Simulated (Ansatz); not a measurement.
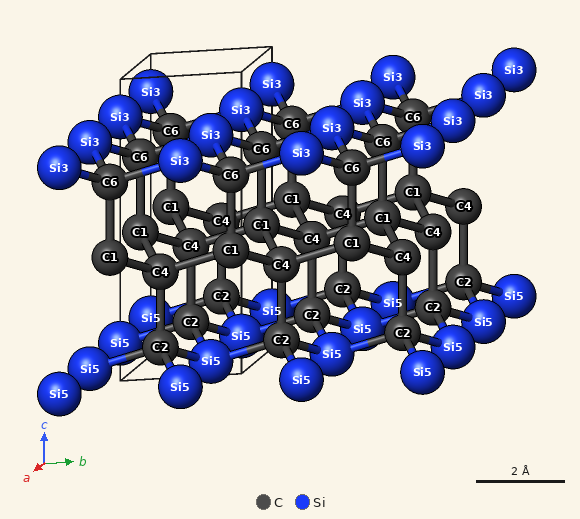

Crystalline SiC2 (a generated structure, set up in P-3m1), before the relaxation. A ball-and-stick model of the cell of the calculation, repeated 3 × 3 × 1 with one cell outlined, seen slightly off an axis.

Theory: DFT, PBE, plane waves, PAW in Ansatz 0.2.0.

Input
```yaml
crystal:
  lattice:
    - [2.8631813438, 0.0, 0.0]
    - [-1.4315906719, 2.4795877794, 0.0]
    - [0.0, 0.0, 7.0133333333]
  atoms:
    - { symbol: C, position: [0.6666666667, 0.3333333333, 0.5416666667] }
    - { symbol: C, position: [0.3333333333, 0.6666666667, 0.2083333333] }
    - { symbol: Si, position: [0.0, 0.0, 0.875] }
    - { symbol: C, position: [0.3333333333, 0.6666666667, 0.4583333333] }
    - { symbol: Si, position: [0.0, 0.0, 0.125] }
    - { symbol: C, position: [0.6666666667, 0.3333333333, 0.7916666667] }
kpoints:
  mp_grid: { grid: [12, 12, 4] }
hamiltonian:
  xc: pbe
scf:
  occupations: { method: fermi_dirac, width: 0.02 }
relax:
  f_tol: 0.005
  cell: {}
output:
  write_density: true
  write_potential: true
  elf: true
  volumetric_format: npy
```

Launched with:
```bash
ansatz run input.yaml --threads 4 --pin off --max-ram 6451MiB --backend cpu --events-out ev --progress --plain --runs-dir out
```

**Where does the relaxation end?**

The energy falls by 943 meV per atom in 10 accepted moves (12 points after the start). The largest force component goes from 17 to 0.00055 eV/Å. The pressure goes from 53.88 to 0.00 GPa. The SCF was repeated twice at an unchanged geometry on a basis and grid sized afresh for the cell, which shifted the energy by 4.1 meV per atom at most. The largest moves relative to the cell, 0.36 Å, are those of C2 and C6. C6 goes along −c. Largest moves by element: C 0.36 Å, Si 0.27 Å. The drawn cell changes as follows: a = b 2.863 → 2.932 Å (+2.4 %), c 7.013 → 7.447 Å (+6.2 %); the volume changes by +11.4 %. Near-neighbour distances that change, for instance: Si3–Si5 1.753 → 2.396 Å, C1–C6 1.753 → 1.540 Å, C2–Si5 1.753 → 1.837 Å, C1–C4 1.753 → 1.778 Å. Bond angles that change, for instance: C6–Si3–C6 109.5° → 105.9°, Si3–C6–Si3 109.5° → 105.9°, Si5–Si3–C6 109.5° → 112.9°. The space group stays P-3m1 (No. 164). The run took 11 s on 4 threads of Arm Neoverse V2 (shared host), peak memory 0.38 GiB.

Final geometry:

```xyz
6
Lattice="2.9320 0.0000 0.0000 -1.4660 2.5392 0.0000 0.0000 0.0000 7.4473" Properties=species:S:1:pos:R:3 pbc="T T T"
C     1.4660    0.8464    3.9956
C     0.0000    1.6928    1.9119
Si    0.0000    0.0000    6.2493
C     0.0000    1.6928    3.4516
Si    0.0000    0.0000    1.1980
C     1.4660    0.8464    5.5354
```

The end point in the same view:

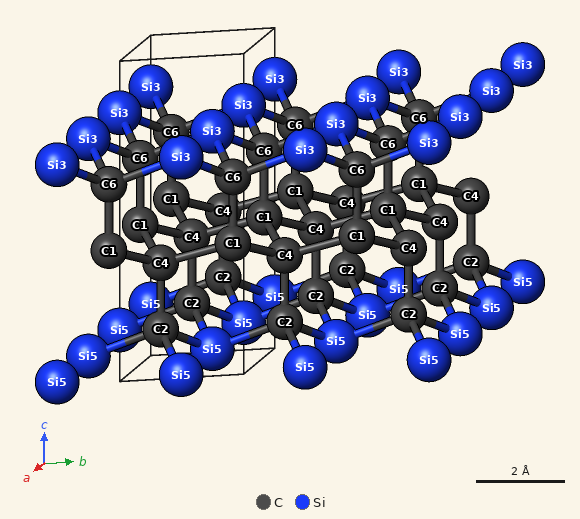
